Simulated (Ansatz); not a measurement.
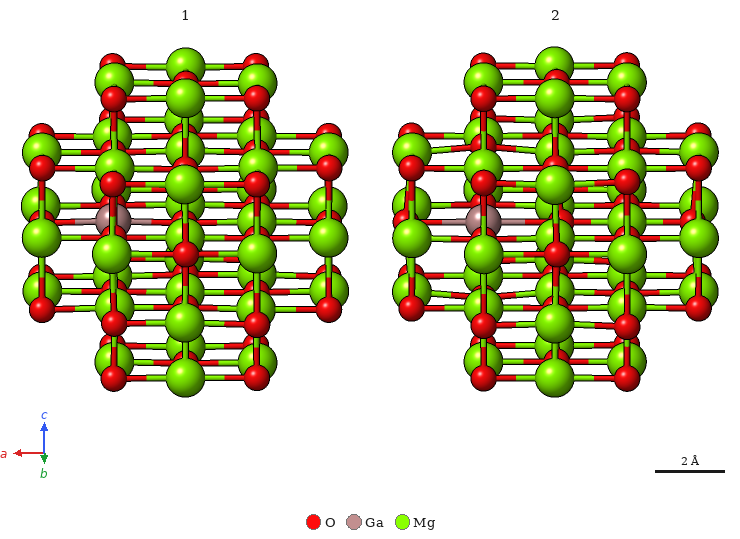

Two geometries of a defect cell of composition O32Ga2Mg30, drawn at one scale. One is the start of a relaxation, the other its converged end. The picture is a ball-and-stick view of the atoms within 5.8 Å of the atom that moves most (axes of the cell of the calculation (origin shifted)), seen from a free direction.

All numbers below come from DFT, PBEsol, PAW, plane waves in Ansatz 0.2.0. Settings: plane-wave cutoff 420 eV; k-point mesh 1 × 1 × 1; mesh shifted by (0.25, 0.25, 0.25); no spin polarisation; atoms relaxed in a fixed cell; force threshold 0.03 eV/Å; at most 80 steps.

### Which of the two is the end point?

Structure 2 is the relaxed one. An O atom moves most: 0.20 Å roughly along −a. Largest moves by element: O 0.20 Å, Mg 0.08 Å, Ga 0.03 Å. The cell stays as it was. Some distances before and after: Ga–O 2.073 → 2.286 Å, Mg–O 2.133 → 1.932 Å, Ga–O 2.095 → 2.280 Å, Mg–O 2.112 → 1.933 Å. Bond angles that change, for instance: O–Mg–O 87.8° → 100.0°, O–Mg–O 89.2° → 100.0°, O–Mg–O 90.3° → 100.0°. The energy falls by 1.141 eV per cell of the calculation in 7 geometry steps. Largest force component: 0.83 eV/Å at the start, 0.012 eV/Å at the end. Cost: 9.4 s on 1 × NVIDIA GB300 Max-Q with 8 threads of Arm Neoverse-V2, peak memory 1.8 GiB.

Limits of the set-up: the periodic images lie only 8.4 Å apart, so the values are limited by the cell's size.
